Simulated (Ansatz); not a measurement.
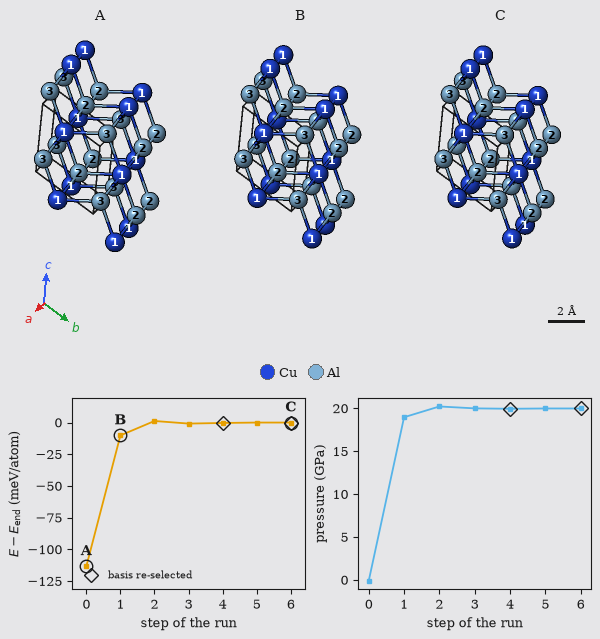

Frames of a relaxation of a crystal of Al₂Cu (set up in I4/mmm), marked on the history of the run. The picture is a ball-and-stick view of the cell of the calculation, repeated 2 × 2 × 2 with one cell outlined, seen slightly off an axis.

The run lets cell and atoms move.

The calculation used Ansatz, Kohn-Sham DFT of a periodic cell, PBEsol, Ansatz PAW.

Input
```yaml
crystal:
  lattice:
    - [-2.0303375, 2.0303375, 2.851094]
    - [2.0303375, -2.0303375, 2.851094]
    - [2.0303375, 2.0303375, -2.851094]
  atoms:
    - { symbol: Cu, position: [0.5, 0.5, 0.0] }
    - { symbol: Al, position: [0.25, 0.75, 0.5] }
    - { symbol: Al, position: [0.75, 0.25, 0.5] }
hamiltonian:
  xc: pbesol
  pseudopotentials: { kind: paw }
kpoints:
  mp_grid: { grid: [9, 9, 9] }
scf:
  occupations: { method: fermi_dirac, width: 0.05 }
output:
  forces: true
  stress: true
  eigenvalues: true
  write_density: true
  write_potential: true
  elf: true
  volumetric_format: npy
relax:
  f_tol: 0.01
  max_steps: 40
  cell: { stress_tol: 0.05, p_target: 20.0 }
```

Run as
```bash
ansatz run input.yaml --threads 2 --pin off --max-ram 5632MiB --backend cpu --events-out ev --progress --plain --runs-dir out
```

Describe the path.

No atom moves by more than 0.005 Å relative to the cell. Cell: a = b = c 4.046 → 3.861 Å (−4.6 %), γ 90.4° → 90.3°. Volume −13.2 %. Among the contacts that change: Cu1–Al2 2.481 → 2.366 Å. The space group stays I4/mmm (No. 139). After 4 accepted moves (6 points after the start) the energy has risen by 113 meV per atom. With the target pressure of 20 GPa, the enthalpy E + pV changes by −145 meV per atom. All forces vanish by symmetry, so only the cell relaxes. The pressure goes from −0.09 to 19.99 GPa. At 2 points the geometry stayed and the basis and grid were re-selected for the new cell (energy shift of 0.5 meV per atom at most each time). The run took 22 s on 2 threads of Arm Neoverse N1 (shared host), peak memory 0.37 GiB. From step 0 to 1: volume −12.7 %, energy +103 meV per atom. From step 1 to 6: volume −0.6 %, energy +10.1 meV per atom.

| step | E − E(0), meV/atom | pressure, GPa | volume, Å³/atom | note |
| --- | --- | --- | --- | --- |
| 0 | 0.00 | -0.09 | 15.671 |  |
| 1 | 103.11 | 18.97 | 13.678 |  |
| 2 | 114.48 | 20.22 | 13.585 |  |
| 3 | 112.44 | 20.00 | 13.601 |  |
| 4 | 112.92 | 19.95 | 13.601 | same geometry, new basis |
| 5 | 113.25 | 19.99 | 13.599 |  |
| 6 | 113.25 | 19.99 | 13.599 | same geometry, new basis |
